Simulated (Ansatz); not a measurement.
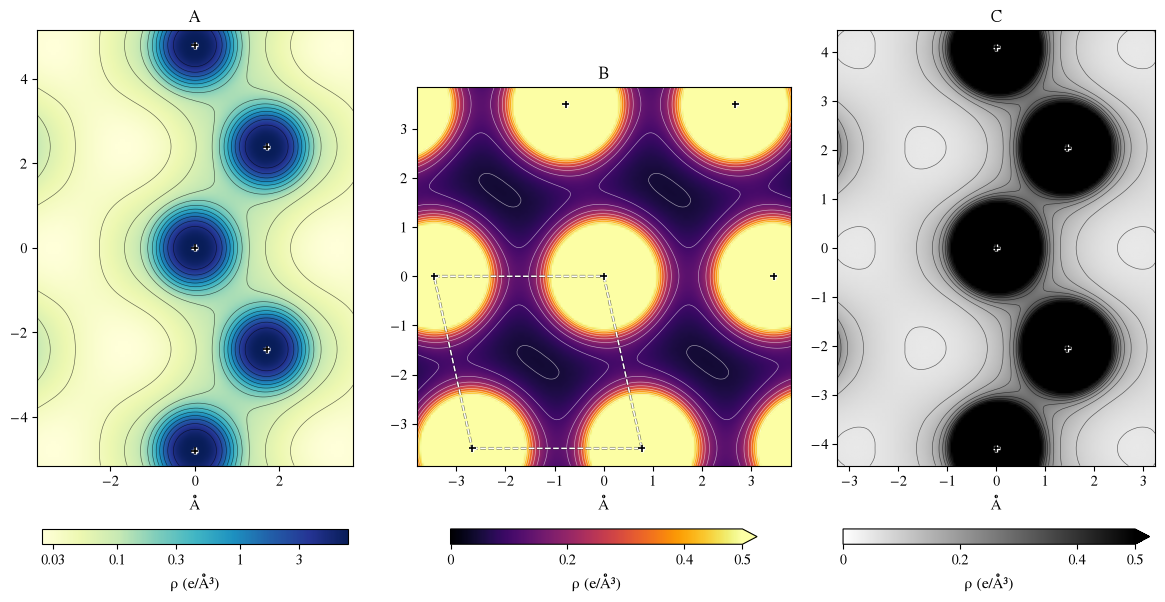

The valence pseudo-density of 3 systems, each on a plane through atoms (crosses mark nuclei in the plane).

Level of theory: DFT, revPBE, plane waves (420 eV) with PAW, scalar-relativistic in Ansatz 0.2.0.

System 1: Pb, the (010) plane of the conventional cell. Space group C2/c; set up as Pb, beta-Sn type; a generated structure, not necessarily the stable one.

```
CELL_PARAMETERS angstrom
0.28939 0.28939 -3.42820
-7.92676 7.92676 0.00000
2.39323 2.39323 1.18408
ATOMIC_POSITIONS crystal
Pb 0.50000 0.86535 0.75000
Pb 0.00000 0.36535 0.75000
Pb 0.50000 0.13465 0.25000
Pb 0.00000 0.63465 0.25000
```

System 2: Sc, the (110) plane of the conventional cell. Space group Fd-3m; set up as Sc, diamond; a generated structure, not necessarily the stable one; changed on purpose from its base cell (volume × 1.0).

```cif
data_structure
_symmetry_space_group_name_H-M 'P 1'
_symmetry_Int_Tables_number 1
_cell_length_a 6.7853
_cell_length_b 6.7853
_cell_length_c 6.7853
_cell_angle_alpha 90.000
_cell_angle_beta 90.000
_cell_angle_gamma 90.000
_cell_volume 312.40
loop_
_atom_site_label
_atom_site_type_symbol
_atom_site_fract_x
_atom_site_fract_y
_atom_site_fract_z
_atom_site_occupancy
Sc1 Sc 0.75000 0.25000 0.25000 1
Sc2 Sc 0.25000 0.75000 0.25000 1
Sc3 Sc 0.25000 0.25000 0.75000 1
Sc4 Sc 0.75000 0.75000 0.75000 1
Sc5 Sc 0.50000 0.00000 0.00000 1
Sc6 Sc 0.00000 0.50000 0.00000 1
Sc7 Sc 0.00000 0.00000 0.50000 1
Sc8 Sc 0.50000 0.50000 0.50000 1
```

System 3: Ti, the (110) plane of the conventional cell. Space group Fd-3m; set up as Ti, diamond; a generated structure, not necessarily the stable one; changed on purpose from its base cell (volume × 1.0); computed without spin polarisation.

Which map belongs to which system?

Answer. Panel A is system 2, Sc: the plane holds Sc. Sc–Sc (2.94 Å): ρ at the midpoint is about 0.14 e/Å³. Panel B is system 1, Pb: the plane holds Pb. Pb–Pb (3.45 Å): the density is about 0.13 e/Å³ at the midpoint. Panel C is system 3, Ti: the plane holds Ti. Ti–Ti (2.51 Å): ρ is about 0.28 e/Å³ halfway.
